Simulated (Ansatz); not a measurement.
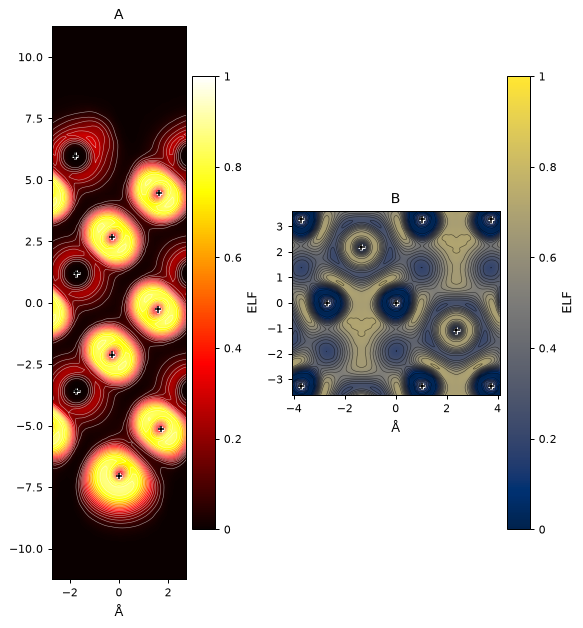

The ELF of 2 systems, each on a plane through atoms (crosses mark nuclei in the plane).

All numbers below come from Ansatz, DFT PBEsol, scalar-relativistic, plane waves, PAW.

System 1: Al₆Ru, the (001) plane of the conventional cell. Space group Cmcm; a structure from a database of computed crystals, not necessarily the ambient phase; computed without spin polarisation.

System 2: SnO₂ (slab), the (100) plane of the calculation cell, a cut from vacuum to vacuum. 

```xyz
18
Lattice="3.2121 0.0000 0.0000 0.0000 4.7690 0.0000 0.0000 0.0000 28.7701" Properties=species:S:1:pos:R:3 pbc="T T T"
O     0.0000    1.6908    7.3470
Sn    1.6060    2.2826    8.3989
O     0.0000    3.3962    9.2551
O     1.6060    0.9298    9.9139
Sn    0.0000    4.7275   10.8078
O     1.6060    3.7930   11.7210
O     0.0000    1.4117   12.2751
Sn    1.6060    2.3427   13.1926
O     0.0000    3.2707   14.1118
O     1.6060    0.8862   14.6584
Sn    0.0000    4.7271   15.5776
O     1.6060    3.7962   16.4951
O     0.0000    1.4085   17.0492
Sn    1.6060    2.3430   17.9624
O     0.0000    3.3143   18.8562
O     1.6060    1.0117   19.5151
Sn    0.0000    4.6671   20.3713
O     1.6060    4.0753   21.4231
```

**Which map belongs to which system?**

Panel A is system 2, SnO₂: the plane holds O and Sn. Sn–O (2.07 Å): the ELF peaks at about 0.80 in the valence shell of O, 0.6 Å from its nucleus, and is about 0.25 at the midpoint; no shared electron pair shows on this line. Panel B is system 1, Al₆Ru: the plane holds Al and Ru. Al–Ru (2.56 Å): the ELF is about 0.45 at the midpoint.
